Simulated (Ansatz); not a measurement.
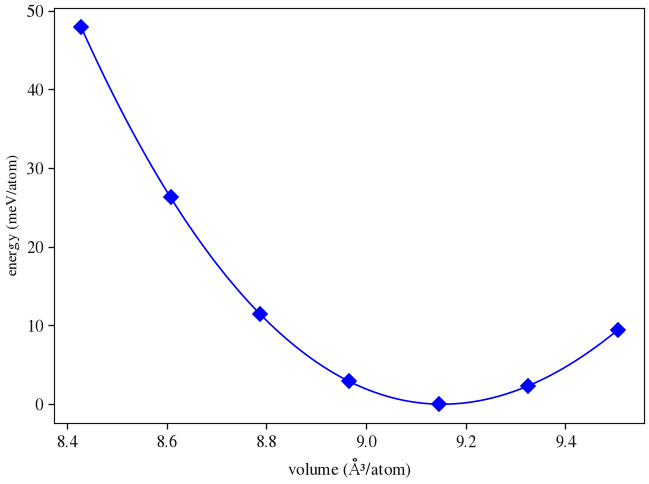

The plot gives the computed energy against volume for BN, space group P6_3/mmc (No. 194).

Structure:
```cif
data_structure
_symmetry_space_group_name_H-M 'P 1'
_symmetry_Int_Tables_number 1
_cell_length_a 2.4982
_cell_length_b 2.4982
_cell_length_c 6.6357
_cell_angle_alpha 90.000
_cell_angle_beta 90.000
_cell_angle_gamma 120.000
_cell_volume 35.87
loop_
_atom_site_label
_atom_site_type_symbol
_atom_site_fract_x
_atom_site_fract_y
_atom_site_fract_z
_atom_site_occupancy
N1 N 0.66667 0.33333 0.25000 1
N2 N 0.33333 0.66667 0.75000 1
B1 B 0.66667 0.33333 0.75000 1
B2 B 0.33333 0.66667 0.25000 1
```

Calculation (Ansatz 0.2.0): all-electron LAPW DFT, no spin polarisation; energies at scaled volumes of the given cell, shape and fractions fixed, counted from the fit's minimum, third-order Birch-Murnaghan fit. Level: PBE.

- k mesh: 12×12×4
- occupations: Fermi–Dirac
- smearing width: 0.05 eV
- potentials: all electron LAPW, scalar relativistic
- program settings: basis error eV/atom 0.001

From this curve and the settings, what does the calculation give for the pressure at the same points?

The pressure falls from 22.57 GPa at volume 8.4286 Å³/atom to −8.33 GPa at 9.5046 Å³/atom, and changes sign near 9.15 Å³/atom.

```
volume (Å³/atom)  pressure (GPa)
          8.4286           22.57
          8.6079           16.19
          8.7872           10.36
          8.9666            5.04
          9.1459            0.18
          9.3252           -4.26
          9.5046           -8.33
```

Keep in mind: shape and atomic fractions are frozen while scaling, which makes layered, chain and framework solids too stiff.
